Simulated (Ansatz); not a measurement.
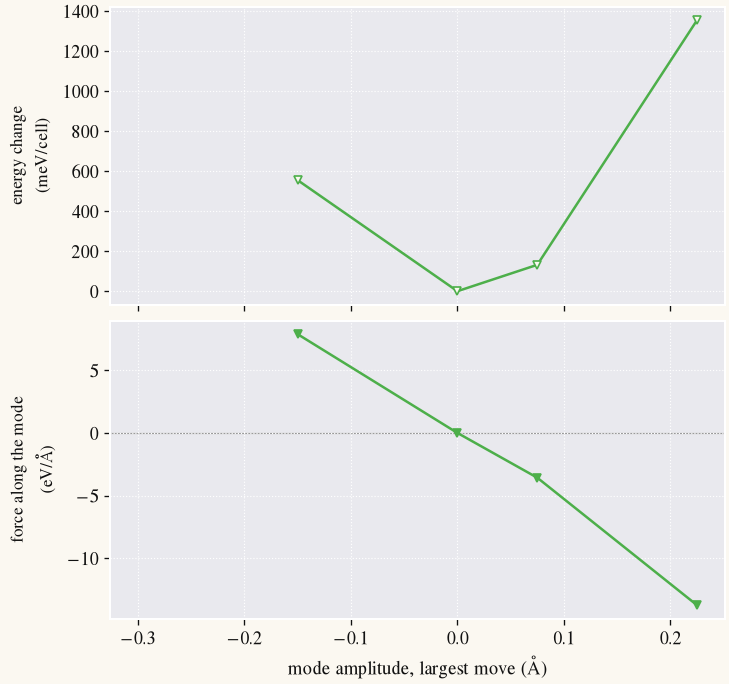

The figure shows the energy change and force along the mode against mode amplitude for SnO₂, space group I4_1/amd (No. 141).

The given structure:
```yaml
crystal:
  lattice:
    - [-1.99954, 1.99954, 5.10209]
    - [1.99954, -1.99954, 5.10209]
    - [1.99954, 1.99954, -5.10209]
  atoms:
    - { symbol: Sn, position: [0.75000, 0.25000, 0.50000] }
    - { symbol: Sn, position: [0.00000, 0.00000, 0.00000] }
    - { symbol: O, position: [0.79637, 0.79637, 0.00000] }
    - { symbol: O, position: [0.95363, 0.45363, 0.50000] }
    - { symbol: O, position: [0.20363, 0.20363, 0.00000] }
    - { symbol: O, position: [0.54637, 0.04637, 0.50000] }
```

Displacement pattern for amplitude 1 (x, y, z for each atom, in the order of the cell):
```
atom      x      y     z
 Sn1   0.11  -0.02  0.00
 Sn2   0.11  -0.02  0.00
  O3  -1.00  -0.03  0.00
  O4  -1.00  -0.03  0.00
  O5   0.16   0.16  0.00
  O6   0.16   0.16  0.00
```

Method: a normal mode of the cell frozen into a crystal at growing amplitude, by plane-wave density functional theory with PAW datasets, free energies less that of the undisturbed cell; scalar-relativistic (Ansatz 0.2.0). Level: r2SCAN, no spin polarisation.

wave cutoff 500 eV; k mesh 10×10×10; occupations Gaussian; smearing width 0.05 eV; k shift (0, 0, 0) (mesh steps); start relaxed.

The point at mode amplitude −0.300 Å is left out of the plot. What does the calculation give there?

```csv
"mode amplitude, largest move (Å)",energy change (meV/cell),force along the mode (eV/Å)
-0.300,2681.3,22.2
```
